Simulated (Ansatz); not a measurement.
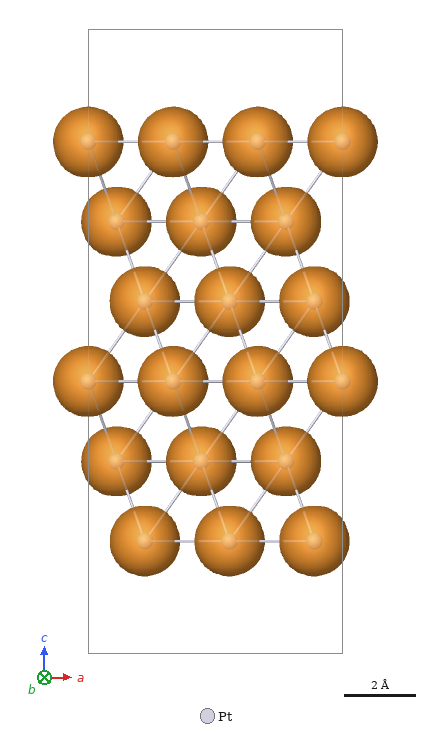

*Pt (slab). Isosurface of the valence electron density at 0.8 e/Å³ (orange), seen along the b axis. Sticks mark near contacts.*

These are results of Ansatz 0.2.0, DFT r2SCAN, scalar-relativistic, plane waves, PAW, not measurements.

The density is the valence pseudo-density of a PAW calculation; it isn't the true density close to the nuclei.

```
CELL_PARAMETERS angstrom
2.78613 0.00000 0.00000
-1.39307 2.41286 0.00000
0.00000 0.00000 26.37435
ATOMIC_POSITIONS crystal
Pt 0.66667 0.33333 0.28437
Pt 0.33333 0.66667 0.37062
Pt 0.00000 0.00000 0.45687
Pt 0.66667 0.33333 0.54313
Pt 0.33333 0.66667 0.62938
Pt 0.00000 0.00000 0.71563
```

> What does this surface tell about the bonding?

At this value the density breaks into separate islands; it holds about 80 % of the electrons treated as valence (semicore included). It bridges none of the near contacts. It is pinched off along the shortest Pt–Pt (2.79 Å) contacts. On the grid the lowest density along these lines, outside the cores, is 0.37 e/Å³ (Pt–Pt, 2.79 Å).

> Does the calculation make it a metal, or give it a gap?

It is metallic or semimetallic at this level of theory: no gap opens.
